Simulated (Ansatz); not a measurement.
The compound is GaN (space group P6_3/mmc, No. 194), taken as coordinates from a relaxation with DFT, PBEsol, plane waves, PAW (Ansatz); the starting structure was generated, so it need not be a known form of this composition.

```
CELL_PARAMETERS angstrom
2.96872 0.00000 0.00000
-1.48436 2.57099 0.00000
0.00000 0.00000 5.04109
ATOMIC_POSITIONS crystal
Ga 0.00000 0.00000 0.00000
Ga 0.00000 0.00000 0.50000
N 0.33333 0.66667 0.25000
N 0.66667 0.33333 0.75000
```

Describe the stacking along c, with columns A (0, 0), B (1/3, 2/3), C (2/3, 1/3) of the hexagonal mesh.

Ga(A) – N(B) – Ga(A) – N(C) (four layers in 5.04 Å).

N layers alone: BC, the hexagonal close-packed type.

Ga: two octahedral sites (per hexagonal cell).

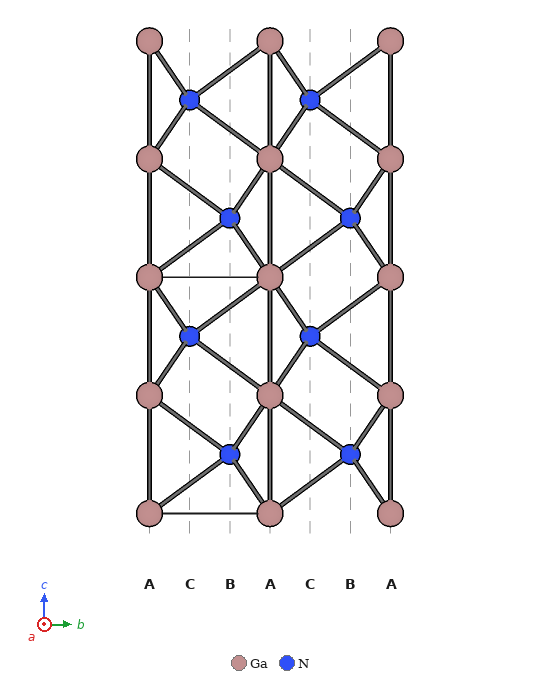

Projection along an edge of the hexagonal mesh, stacking direction c upwards. The dashed lines mark the three columns A (0, 0), B (1/3, 2/3) and C (2/3, 1/3). The sequence starts with the first layer at or above the cell's origin.
